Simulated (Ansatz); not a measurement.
Run report: Sn, geometry relaxation (part 2 of 2)

Sn (slab, 6 atoms in the cell); DFT, PBE, PAW with Ansatz's default frozen-core files, scalar-relativistic, no spin polarisation (Ansatz 0.2.0); cutoff 420 eV, 7×5×1 k-mesh, Fermi–Dirac smearing of 0.02 eV. It belongs to a series of runs on one base structure; here: atoms relaxed, PAW files.

Geometry of the input (Å; fractional positions):
```
4.7065  0.0000  0.0000
0.0000  6.6559  0.0000
0.0000  0.0000  17.7065
Sn 0.7500  0.1250  0.3671
Sn 0.2500  0.8750  0.3671
Sn 0.2500  0.6250  0.5000
Sn 0.7500  0.3750  0.5000
Sn 0.7500  0.1250  0.6329
Sn 0.2500  0.8750  0.6329
```

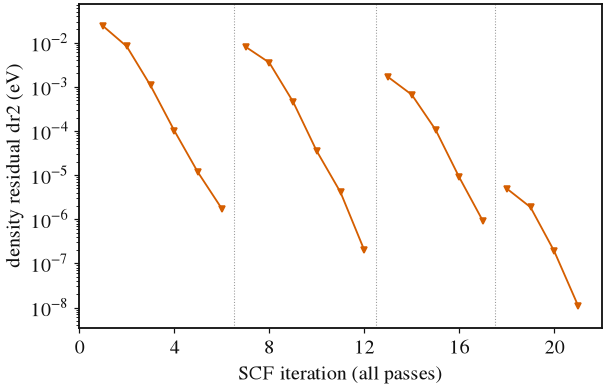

Convergence of the self-consistent field: density residual dr2 against the SCF iteration. The dotted lines part the SCF passes of the relaxation: geometry steps, rejected trials and re-solves on a re-selected basis. The passes take 6, 6, 5 and 4 iterations.

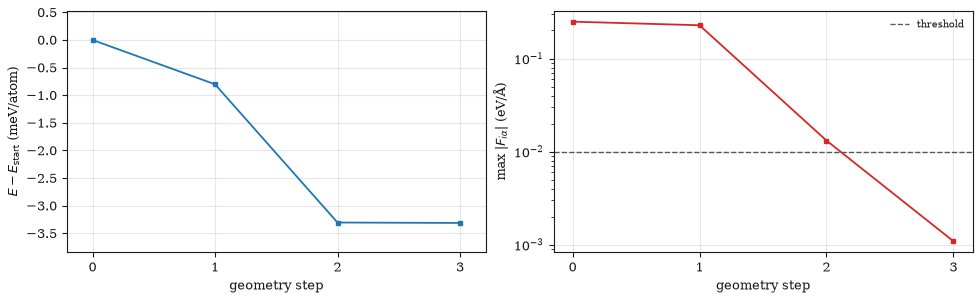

Progress of the relaxation, step by step (the first geometry is step 0 here and step 1 in the log).

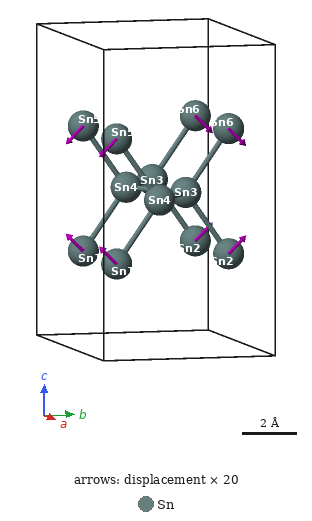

The starting structure with the displacements as pink arrows, magnified 20 times (ball-and-stick view of the 2 × 1 repeat of the cell, with the vacuum cut short, seen slightly off an axis). The largest moves, 0.048 Å, are those of Sn1, Sn2, Sn5 and Sn6. The cell stays as it was. Among the contacts that change: Sn1–Sn2 2.882 → 2.843 Å, Sn1–Sn4 2.882 → 2.875 Å. Among the angles that change: Sn6–Sn5–Sn6 109.5° → 111.7°. After 3 geometry steps the energy has fallen by 3.3 meV per atom. The largest force component goes from 0.25 to 0.0011 eV/Å. (Atoms are counted from 1 in the order of the input.)

```
SCF converged after 4 iterations
Free energy (F): -36142.672698 eV
Harris-Foulkes:  -36142.672698 eV  (|F-HF|=6.65e-9)
Internal energy: -36142.664969 eV  (E = F + TS)
E sigma→0 (E₀):  -36142.668834 eV
Entropy (-TS):   -0.007729 eV (-1.288 meV/atom)
Fermi energy:    0.175609 eV
Dipole field:    D = -0.000000 V/Å  (p = -0.000000 e·Å, saw-weighted, corrected)
Work function:   Φ+ = 4.2136 eV   Φ− = 4.2136 eV
Levels:          The Fermi level and band energies are counted from a zero that moves with the ramp; work functions are not
Vacuum region:   at the solve's end the planar-averaged density reaches 1.12e-5 e/Å³ inside the ramp window [0.8935, 0.1065] (bound 1e-5 e/Å³)
--- Per-component energies (eV) ---
  E_band       = -1363.675063
  E_kinetic    = 1115.207515
  E_local      = -30689.228979  (includes V_loc(G=0)·N_el)
  E_nonlocal   = -194.105964
  E_hartree    = 15552.628198
  E_xc         = -2290.002594
  E_vxc        = -568.783712  (∫ρ·V_xc dr)
  E_paw        = -24817.876696  (= ΣΔE_a)
  E_vpaw       = -2132.013865  (= ΣTr[D̂ρ^β])
  E_aug_tail   = -0.000002  (compensation charges beyond the density's cutoff)
  E_efield     = 0.000000  (sawtooth field / dipole correction)
  E_vefield    = 0.000000  (∫n·V_field dr)
  E_ewald      = 5180.713553
  E_smearing   = -0.007729  (= −TS)
  E_closure    = 0.000000  (closes the sum)
  Σ components = -36142.672698   (vs F -36142.672698, Δ=0.00e0)
--- Forces (eV/Å), atoms counted from 1 ---
  atom   1  Sn     0.00000000     0.00042282     0.00108996
  atom   2  Sn     0.00000000    -0.00042282     0.00108996
  atom   3  Sn     0.00000000     0.00090033    -0.00000060
  atom   4  Sn     0.00000000    -0.00090033    -0.00000060
  atom   5  Sn     0.00000000     0.00042248    -0.00108935
  atom   6  Sn     0.00000000    -0.00042248    -0.00108935
  max |Σ_I F_I| component: 1.53e-8 eV/Å
--- Stress (GPa, compression-positive) ---
        0.159131       0.000000       0.000000
        0.000000       0.112620       0.000000
        0.000000       0.000000      -0.002685
  P = ⅓ Tr σ = 0.0897 GPa (0.897 kbar)
--- Band table (eV; the first three rows and the last of 12) ---
  k-point 0: bands = ["-21.3790", "-21.3612", "-21.3401", "-21.3195", "-21.3114", "-21.2975", "-21.2575", "-21.2498", "-21.2464", "-21.2386", "-21.2155", "-21.1858", "-21.1682", "-21.1600", "-21.1485", "-21.1328", "-21.1310", "-21.0713", "-21.0518", "-21.0494", "-21.0454", "-21.0386", "-21.0175", "-21.0141", "-21.0021", "-20.9892", "-20.9637", "-20.9462", "-20.9126", "-20.9093", "-9.4729", "-8.3863", "-7.3620", "-6.4059", "-4.6196", "-2.2143", "-2.1652", "-1.9749", "-1.6485", "-0.8150", "-0.2349", "0.0181", "0.5787", "1.2820", "1.3618", "1.7292", "2.0301", "2.8849", "3.0044", "3.6751", "3.8963"]
  k-point 1: bands = ["-21.3740", "-21.3590", "-21.3373", "-21.3189", "-21.3160", "-21.2991", "-21.2757", "-21.2511", "-21.2471", "-21.2189", "-21.2150", "-21.1859", "-21.1747", "-21.1743", "-21.1630", "-21.1193", "-21.1064", "-21.0735", "-21.0685", "-21.0446", "-21.0410", "-21.0267", "-21.0162", "-21.0155", "-21.0104", "-20.9808", "-20.9630", "-20.9510", "-20.9139", "-20.9131", "-9.3627", "-8.3651", "-7.8561", "-5.8364", "-4.7934", "-2.8765", "-1.8910", "-1.5374", "-1.4210", "-0.8018", "-0.2310", "-0.1530", "0.6682", "0.9598", "1.3861", "1.5560", "1.9163", "2.9316", "3.3060", "3.9127", "4.0194"]
  k-point 2: bands = ["-21.3612", "-21.3547", "-21.3357", "-21.3318", "-21.3094", "-21.3025", "-21.2924", "-21.2532", "-21.2489", "-21.2143", "-21.1959", "-21.1952", "-21.1860", "-21.1842", "-21.1709", "-21.0935", "-21.0845", "-21.0836", "-21.0755", "-21.0558", "-21.0358", "-21.0282", "-21.0208", "-21.0088", "-20.9937", "-20.9788", "-20.9613", "-20.9612", "-20.9202", "-20.9160", "-9.0375", "-8.5176", "-8.3293", "-5.0289", "-4.9983", "-3.7233", "-1.2917", "-1.2185", "-0.8145", "-0.7799", "-0.7373", "-0.1212", "0.1462", "0.5383", "1.5132", "1.6929", "1.9722", "2.7788", "3.9330", "3.9525", "4.0891"]
  k-point 11: bands = ["-21.3718", "-21.3688", "-21.3651", "-21.3638", "-21.2931", "-21.2786", "-21.2721", "-21.2494", "-21.2151", "-21.2031", "-21.1946", "-21.1943", "-21.1662", "-21.1626", "-21.1376", "-21.1247", "-21.1127", "-21.0951", "-21.0916", "-21.0777", "-21.0764", "-21.0643", "-21.0229", "-21.0090", "-20.9827", "-20.9757", "-20.9346", "-20.9210", "-20.9134", "-20.9013", "-8.1314", "-7.8948", "-7.1622", "-6.3577", "-5.9538", "-5.6378", "-2.2242", "-2.0802", "-1.7478", "-1.4716", "-0.8938", "-0.2361", "0.3731", "0.6832", "1.9683", "2.6431", "2.9913", "3.5464", "3.9878", "4.4315", "4.4989"]
--- Relaxed structure (4 steps of the walk, 4 accepted, 0 SCFs on fresh bases) ---
  F+E_penalty+E_count = -36142.67269848 eV   max|allowed force component| = 1.090e-3 eV/Å
  atoms:
    - { symbol: Sn, position: [0.7499999999999999, 0.11986462547153544, 0.3690179186876162] }
    - { symbol: Sn, position: [0.24999999999999997, 0.8801353745284645, 0.3690179186876162] }
    - { symbol: Sn, position: [0.24999999999999997, 0.6248011383452288, 0.5000000054468481] }
    - { symbol: Sn, position: [0.7499999999999999, 0.37519886165477145, 0.5000000054468481] }
    - { symbol: Sn, position: [0.7499999999999999, 0.11986462199411314, 0.6309820758655357] }
    - { symbol: Sn, position: [0.24999999999999997, 0.8801353780058868, 0.6309820758655357] }
```

Trajectory as extended XYZ (Å, eV, eV/Å), 4 frames, from step=1 to step=4
```
6
Lattice="4.7065 0.0000 0.0000 0.0000 6.6559 0.0000 0.0000 0.0000 17.7065" Properties=species:S:1:pos:R:3:forces:R:3 step=1 energy=-36142.65283
Sn    3.5298    0.8320    6.5000    0.0000  -0.2488   0.0383
Sn    1.1766    5.8240    6.5000    0.0000   0.2488   0.0383
Sn    1.1766    4.1600    8.8532    0.0000   0.0300   0.0000
Sn    3.5298    2.4960    8.8532    0.0000  -0.0300   0.0000
Sn    3.5298    0.8320   11.2065    0.0000  -0.2487  -0.0383
Sn    1.1766    5.8240   11.2065    0.0000   0.2487  -0.0383
6
Lattice="4.7065 0.0000 0.0000 0.0000 6.6559 0.0000 0.0000 0.0000 17.7065" Properties=species:S:1:pos:R:3:forces:R:3 step=2 energy=-36142.65764
Sn    3.5298    0.7688    6.5526    0.0000   0.2275  -0.0233
Sn    1.1766    5.8872    6.5526    0.0000  -0.2275  -0.0233
Sn    1.1766    4.1688    8.8533    0.0000  -0.1073   0.0000
Sn    3.5298    2.4871    8.8533    0.0000   0.1073   0.0000
Sn    3.5298    0.7688   11.1539    0.0000   0.2275   0.0233
Sn    1.1766    5.8872   11.1539    0.0000  -0.2275   0.0233
6
Lattice="4.7065 0.0000 0.0000 0.0000 6.6559 0.0000 0.0000 0.0000 17.7065" Properties=species:S:1:pos:R:3:forces:R:3 step=3 energy=-36142.67265
Sn    3.5298    0.7991    6.5330    0.0000  -0.0086   0.0035
Sn    1.1766    5.8568    6.5330    0.0000   0.0086   0.0035
Sn    1.1766    4.1575    8.8532    0.0000   0.0131   0.0000
Sn    3.5298    2.4985    8.8532    0.0000  -0.0131   0.0000
Sn    3.5298    0.7991   11.1735    0.0000  -0.0086  -0.0035
Sn    1.1766    5.8568   11.1735    0.0000   0.0086  -0.0035
6
Lattice="4.7065 0.0000 0.0000 0.0000 6.6559 0.0000 0.0000 0.0000 17.7065" Properties=species:S:1:pos:R:3:forces:R:3 step=4 energy=-36142.67270
Sn    3.5298    0.7978    6.5340    0.0000   0.0004   0.0011
Sn    1.1766    5.8581    6.5340    0.0000  -0.0004   0.0011
Sn    1.1766    4.1586    8.8532    0.0000   0.0009   0.0000
Sn    3.5298    2.4973    8.8532    0.0000  -0.0009   0.0000
Sn    3.5298    0.7978   11.1725    0.0000   0.0004  -0.0011
Sn    1.1766    5.8581   11.1725    0.0000  -0.0004  -0.0011
```

Summary

- outcome: converged
- electrons treated: 84
- free energy: −36142.6727 eV
- Fermi energy: 0.176 eV
- final volume: 554.67 Å³
- largest force (length of the vector) at the end: 0.001 eV/Å
- wall time: 60 s (CPU time 1.9 min)
- peak memory: 0.81 GiB

Remarks

The program warns: the SCF threshold is looser than advised for the printed stress; the density in the vacuum is higher than it should be, so vacuum levels may be off.
